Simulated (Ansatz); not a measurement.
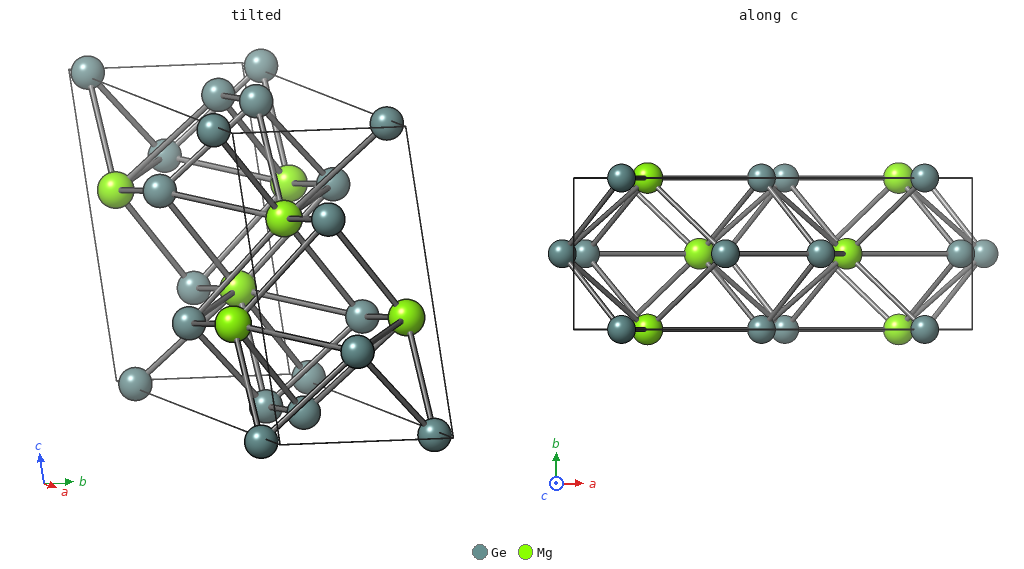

MgGe2, space group C2/m (No. 12), a = 11.043 Å, b = 3.700 Å, c = 6.815 Å, α = 90.00°, β = 118.17°, γ = 90.00°. A ball-and-stick rendering, viewed slightly off an axis and along the c axis. The parallelepiped is the conventional unit cell. This one geometry was run with four functionals. The cell is a structure listed in the Materials Project. It needn't be the stable form of this composition.

Alike in all runs: Ansatz 0.2.0; potentials Ansatz PAW; cutoff 420 eV; k mesh 8 × 8 × 5 on the run's cell of 6 atoms; occupations fermi-dirac, width 0.05 eV; no spin polarisation; no spin-orbit coupling. All runs are metallic.

```tsv
level	pressure (GPa)
BLYP	3.2
PBEsol	-2.7
revPBE	0.8
RPBE	?
```

What does RPBE give?

Answer. Pressure 1.1 GPa. That is between revPBE and BLYP in pressure.

Order the levels by the equilibrium volume that these pressures point to, smallest first.

Answer. PBEsol (-2.7 GPa), revPBE (0.8 GPa), RPBE (1.1 GPa), BLYP (3.2 GPa). A higher pressure at one volume points to a larger equilibrium volume, as long as the bulk moduli are alike; rows a few tenths of a GPa apart can't be told apart.
